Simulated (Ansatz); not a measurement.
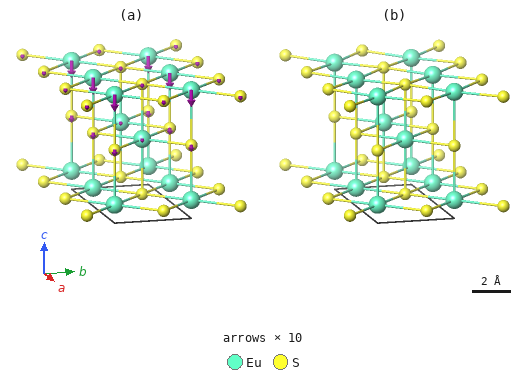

The structure of a slab of composition EuS (cut from the Fm-3m phase) before (left) and after (right) a constrained relaxation, at one scale. The purple arrows give the displacements, 10 times their true length.

Style: ball-and-stick. Shown: the 2 × 1 repeat of the cell, outlined in the plane, without the vacuum, from a free direction.

The slab is the (1 0 0) face of EuS. 2 atoms are held fixed.

Level of theory: DFT PBE+U, scalar-relativistic, plane waves, PAW in Ansatz 0.2.0.

Input
```yaml
crystal:
  lattice:
    - [4.2330618779, 0.0, 0.0]
    - [0.0, 4.2330618779, 0.0]
    - [0.0, 0.0, 22.986453518]
  atoms:
    - { symbol: Eu, position: [0.0, 0.0, 0.3697830113], spin: 7.56 }
    - { symbol: S, position: [0.5, 0.5, 0.3697830113] }
    - { symbol: Eu, position: [0.5, 0.5, 0.5], spin: 7.56 }
    - { symbol: S, position: [0.0, 0.0, 0.5] }
    - { symbol: Eu, position: [0.0, 0.0, 0.6302169887], spin: 7.56 }
    - { symbol: S, position: [0.5, 0.5, 0.6302169887] }
basis:
  ecutwfc: 420
kpoints:
  mp_grid: { grid: [6, 6, 1] }
hamiltonian:
  xc: pbe
  hubbard: { sites: [{ species: Eu, l: f, u_eff: 6.0 }] }
scf:
  occupations: { method: gaussian, width: 0.05 }
  lower_state_search: "off"
output:
  forces: true
  eigenvalues: true
  populations: true
  write_density: true
  write_potential: true
  elf: true
  volumetric_format: npy
magnetization:
  spin_polarized: true
relax:
  adjacent_minimum: "off"
  f_tol: 0.03
  max_steps: 70
  constraints: [{ sites: [0, 1] }]
efield:
  axis: 3
  dipole_correction: true
  ramp_width: 0.04
```

Launched with:
```bash
ansatz run input.yaml --threads 4 --pin off --max-ram 10240MiB --backend cpu --events-out ev --progress --plain --runs-dir out
```

Q: Describe what moved and what it gained.

A: The atom that moves furthest is Eu5 (0.094 Å along the normal (−c)). Largest moves by element: Eu 0.094 Å, S 0.038 Å. The lattice vectors keep their values. Among the contacts that change: S4–Eu5 2.993 → 2.937 Å, Eu1–S4 2.993 → 2.955 Å, S2–Eu3 2.993 → 2.971 Å. Among the angles between lasting bonds that change: S6–Eu5–S6 180.0° → 177.4°, Eu5–S6–Eu5 180.0° → 177.4°. The energy falls by 14.7 meV per cell of the calculation in 1 accepted move (2 points after the start). The largest force component goes from 0.3 to 0.028 eV/Å. The line search rejected the trial step at point 1 of the run.
